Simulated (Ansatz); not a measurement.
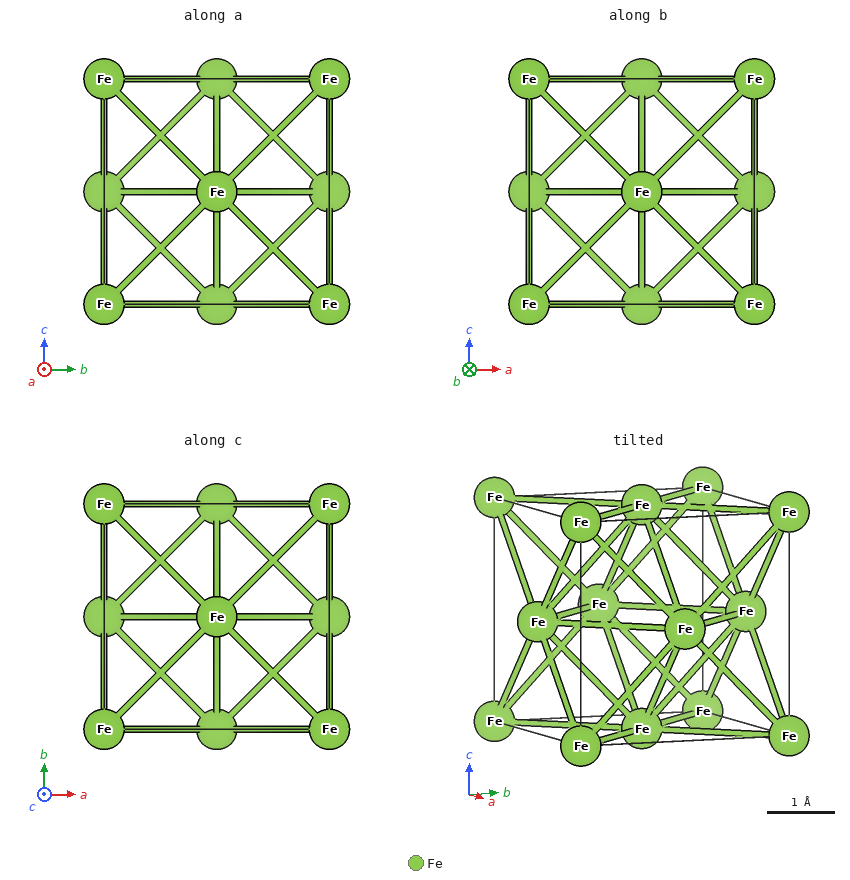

View along the a axis, along the b axis, along the c axis and slightly off an axis, drawn as a ball-and-stick model. The lines enclose the conventional unit cell; boundary atoms appear with their images.

Lattice parameters: a = 3.4122 Å, b = 3.4122 Å, c = 3.4122 Å, α = 90.000°, β = 90.000°, γ = 90.000°.

Transcribe the picture into a CIF in P1 with every atom of the cell.

```cif
data_structure
_symmetry_space_group_name_H-M 'P 1'
_symmetry_Int_Tables_number 1
_cell_length_a 3.4122
_cell_length_b 3.4122
_cell_length_c 3.4122
_cell_angle_alpha 90.000
_cell_angle_beta 90.000
_cell_angle_gamma 90.000
_cell_volume 39.73
loop_
_atom_site_label
_atom_site_type_symbol
_atom_site_fract_x
_atom_site_fract_y
_atom_site_fract_z
_atom_site_occupancy
Fe1 Fe 0.0000 0.0000 0.0000 1
Fe2 Fe 0.0000 0.5000 0.5000 1
Fe3 Fe 0.5000 0.0000 0.5000 1
Fe4 Fe 0.5000 0.5000 0.0000 1
```

The initial geometry was a structure type filled with this element by a generator (whether the element takes this form wasn't checked). The cell was then strained or its atoms displaced on purpose. A calculation with Ansatz used it as input.

At this level of theory the cell isn't at rest (compressed, at 14 GPa), so its distances can differ from those at equilibrium, the more so the softer the solid.
